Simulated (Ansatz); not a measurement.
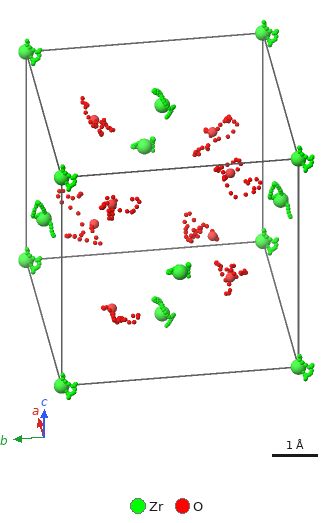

First-principles dynamics of a 12-atom cell of ZrO2 (set up in P4_2/nmc), 224 fs long. The cell was cut from the crystal with space group P4_2/nmc. Dots mark each atom's position at evenly spaced times, in the colour of its element; spheres stand at the starting positions. Seen from a free direction in the simulation cell.

Computed with DFT PBEsol, scalar-relativistic, plane waves, PAW in Ansatz. Run with plane-wave cutoff 420 eV; k-point mesh 2 × 2 × 2; Fermi-Dirac smearing 0.24 eV; low-accuracy preset; volume 1.15 times that of the relaxed crystal; Langevin thermostat (NVT); set temperature 2800 K; time step 1.12 fs; friction 0.02 per fs.

Describe the motion.

Root-mean-square distances from the starting positions over the second half, with the common drift of all atoms taken out: O 0.54 Å, Zr 0.32 Å. Against the typical shortest distance between atoms in the first frame, about 2.2 Å these are large excursions, but over 224 fs one can't yet tell strong vibration from the start of diffusion.

Limits of the set-up: the program's low-accuracy preset was used.

The run took 16 min on 1 thread of Arm Neoverse V1 (shared host), peak memory 0.46 GiB.

PAW datasets: the set soft_1.
